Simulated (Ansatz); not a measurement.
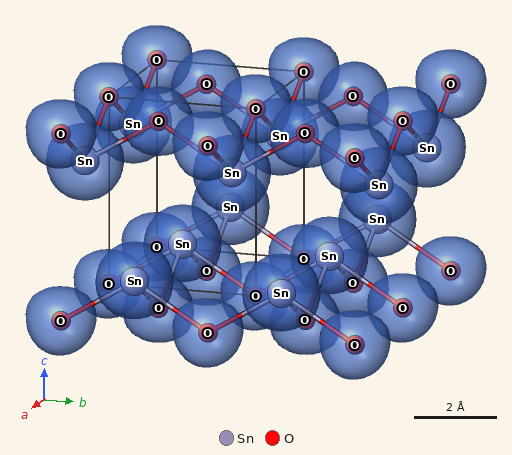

The picture shows: SnO. Isosurface of the valence pseudo-density at 0.6 e/Å³ (blue), seen slightly off an axis. Sticks mark near contacts.

Space group P4/nmm.

Level of theory: Ansatz, DFT PBEsol, scalar-relativistic, plane waves, PAW.

Core electrons are frozen (PAW), and the valence fields are smoothed inside the atomic spheres.

**Which contacts does the surface bridge?**

At this value the density breaks into separate islands; it holds about 75 % of the electrons treated as valence (semicore included). It bridges none of the near contacts. It is pinched off along the shortest Sn–O (2.22 Å) contacts. On the grid the lowest density along these lines, outside the cores, is 0.48 e/Å³ (Sn–O, 2.22 Å).

**Does the calculation give a band gap?**

It is metallic or semimetallic at this level of theory: no gap opens.
